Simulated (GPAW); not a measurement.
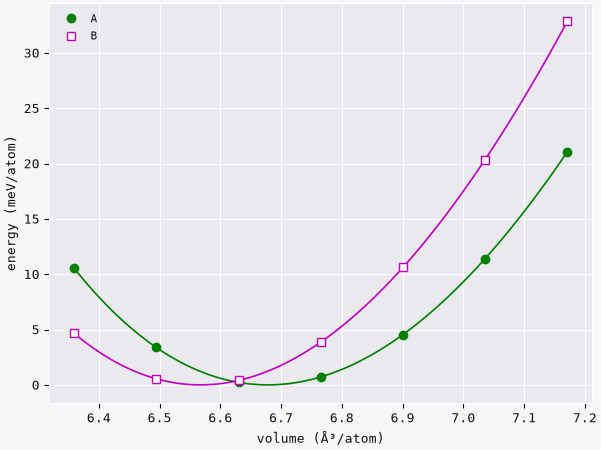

The picture above shows the energy against volume, with one curve for each functional, for Be₂C (space group Fm-3m). The labels are replaced by letters. In alphabetical order the cases are: LDA; PBEsol.

Computed with GPAW 26.7.0: PAW DFT in plane waves, on a grid or in atomic orbitals, no spin polarisation; energies at scaled volumes of the given cell, shape and fractions fixed, counted from the fit's minimum, third-order Birch-Murnaghan fit. All runs: no spin polarisation.

- k mesh: 11×11×11
- occupations: Fermi–Dirac
- smearing width: 0.05 eV
- wave cutoff: 800 eV

> Which letter stands for which functional?

A: PBEsol; B: LDA.
